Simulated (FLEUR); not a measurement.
Consider ZnS.

The calculation's input:

```
<?xml version="1.0" encoding="UTF-8" standalone="no"?>
<fleurInput fleurInputVersion="0.39">
   <comment>
      ZnS                                                                                                 
   </comment>
   <calculationSetup>
      <cutoffs Kmax="3.5" Gmax="17.5" GmaxXC="17.5" numbands="0"/>
      <scfLoop itmax="60" minDistance="0.00001" maxIterBroyd="15" imix="Anderson" alpha="0.05" precondParam="0.0" spinf="2.0" sdNocoIR="T"/>
      <coreElectrons ctail="T" frcor="F" kcrel="0" coretail_lmax="0"/>
      <xcFunctional name="pbe" relativisticCorrections="F"/>
      <magnetism jspins="2"/>
      <soc l_soc="F" theta="0.0" phi="0.0" spav="F"/>
      <expertModes spex="0" secvar="F"/>
      <geometryOptimization l_f="F" forcealpha="1.0" forcemix="BFGS" epsdisp="0.00001" epsforce="0.00001"/>
      <ldaU l_linMix="F" mixParam="0.05" spinf="1.0"/>
   </calculationSetup>
   <cell>
      <bzIntegration valenceElectrons="26.0" mode="hist" fermiSmearingEnergy="0.00183747">
         <kPointListSelection listName="default-1"/>
         <!-- k-points included here -->
         <xi:include xmlns:xi="http://www.w3.org/2001/XInclude" href="kpts.xml"> </xi:include>
      </bzIntegration>
      <!-- symmetry operations included here -->
      <xi:include xmlns:xi="http://www.w3.org/2001/XInclude" href="sym.xml"> </xi:include>
      <bulkLattice scale="1.0">
         <bravaisMatrix>
            <row-1>    0.0000000000000000     5.1060399886691998     5.1060399886691998</row-1>
            <row-2>    5.1060399886691998     0.0000000000000000     5.1060399886691998</row-2>
            <row-3>    5.1060399886691998     5.1060399886691998     0.0000000000000000</row-3>
         </bravaisMatrix>
      </bulkLattice>
   </cell>
   <atomSpecies>
      <species name="Zinc (Zn) .501" element="Zn" atomicNumber="30">
         <mtSphere radius="2.12" gridPoints="701" logIncrement="0.017"/>
         <atomicCutoffs lmax="7" lnonsphr="5"/>
         <electronConfig flipSpins="F">
            <coreConfig>(1s1/2) (2s1/2) (2p1/2) (2p3/2)</coreConfig>
            <valenceConfig>(3s1/2) (3p1/2) (3p3/2) (4s1/2) (3d3/2) (3d5/2)</valenceConfig>
         </electronConfig>
         <energyParameters s="4" p="4" d="3" f="4"/>
         <lo type="SCLO" l="0" n="3" eDeriv="0"/>
         <lo type="SCLO" l="1" n="3" eDeriv="0"/>
         <lo type="SCLO" l="1" n="3" eDeriv="1"/>
         <lo type="HELO" l="2" n="4" eDeriv="0"/>
         <lo type="HELO" l="2" n="4" eDeriv="1"/>
         <lo type="SCLO" l="3" n="4" eDeriv="2"/>
      </species>
      <species name="Sulfur (S)" element="S" atomicNumber="16">
         <mtSphere radius="1.87" gridPoints="619" logIncrement="0.019"/>
         <atomicCutoffs lmax="7" lnonsphr="5"/>
         <electronConfig flipSpins="F">
            <coreConfig>(1s1/2) (2s1/2) (2p1/2) (2p3/2)</coreConfig>
            <valenceConfig>(3s1/2) (3p1/2) (3p3/2)</valenceConfig>
            <stateOccupation state="(3p1/2)" spinUp="0.666667" spinDown="0.666667"/>
            <stateOccupation state="(3p3/2)" spinUp="1.333333" spinDown="1.333333"/>
         </electronConfig>
         <energyParameters s="3" p="3" d="3" f="4"/>
         <lo type="SCLO" l="0" n="3" eDeriv="2"/>
         <lo type="SCLO" l="1" n="3" eDeriv="2"/>
         <lo type="SCLO" l="2" n="3" eDeriv="2"/>
         <lo type="SCLO" l="3" n="4" eDeriv="2"/>
      </species>
   </atomSpecies>
   <atomGroups>
      <atomGroup species="Zinc (Zn) .501">
         <relPos label="                   1">-.2602810000 -.2562680000 -.2522040000</relPos>
         <force calculate="T" relaxXYZ="TTT"/>
      </atomGroup>
      <atomGroup species="Sulfur (S)">
         <relPos label="                   2">-.0090390000 .0118540000 -.0118510000</relPos>
         <force calculate="T" relaxXYZ="TTT"/>
      </atomGroup>
   </atomGroups>
   <output dos="F" band="F" slice="F">
      <checks vchk="F" cdinf="F"/>
      <bandDOS minEnergy="-.5*Htr" maxEnergy="0.5*Htr" sigma="0.015" storeEVData="T"/>
      <vacuumDOS vacdos="F" integ="F" star="F" nstars="0" locx1="0.0" locy1="0.0" locx2="0.0" locy2="0.0" nstm="0" tworkf="0.0"/>
      <unfoldingBand unfoldBand="F" supercellX="1" supercellY="1" supercellZ="1"/>
      <plotting iplot="0" polar="F">
         <plot TwoD="T" vec1="  1.0  0.0  0.0" vec2="  0.0  1.0  0.0" vec3="  0.0  0.0  1.0" zero="  0.0  0.0  0.0" file="plot"/>
      </plotting>
      <chargeDensitySlicing numkpt="0" minEigenval="0.0" maxEigenval="0.0" nnne="0" pallst="F"/>
      <specialOutput eonly="F"/>
      <moessbauerParams electricFieldGradient="T" isomerShift="T" coreHyperfine="T" valenceHyperfine="T"/>
      <magneticCircularDichroism mcd="F" energyLo="-10.0" energyUp="0.0"/>
   </output>
  <!-- We include the file relax.xml here to enable relaxations (see documentation) -->
  <xi:include xmlns:xi="http://www.w3.org/2001/XInclude" href="relax.xml"> <xi:fallback/> </xi:include>
</fleurInput>
```

Run with:

```sh
inpgen -f crystal.txt -profile veryFastHighL; fleur_MPI; fleur_MPI (bands)
```

Below, planes, directions and counts refer to the conventional cell (a = 6.62 Å, b = 3.82 Å, c = 3.82 Å, α = 90.00°, β = 125.26°, γ = 90.00°).

Space group Cm; changed on purpose from its base cell (atoms moved at random by about 0.05 A); spin-polarised.

Computed with Kohn-Sham DFT of a periodic cell, PBE, all-electron (FLEUR MaX-R8.1 (later development tree)).

Q: Predict the electron density between the atoms.

A: Zn–S (2.28 Å): ρ at the midpoint is about 0.57 e/Å³.
Zn–S (2.34 Å): ρ is about 0.52 e/Å³ halfway.

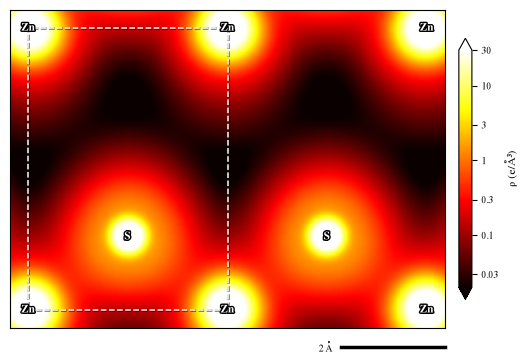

Computed electron density on the (101̄) plane of the conventional cell. 

The calculation treats all electrons.
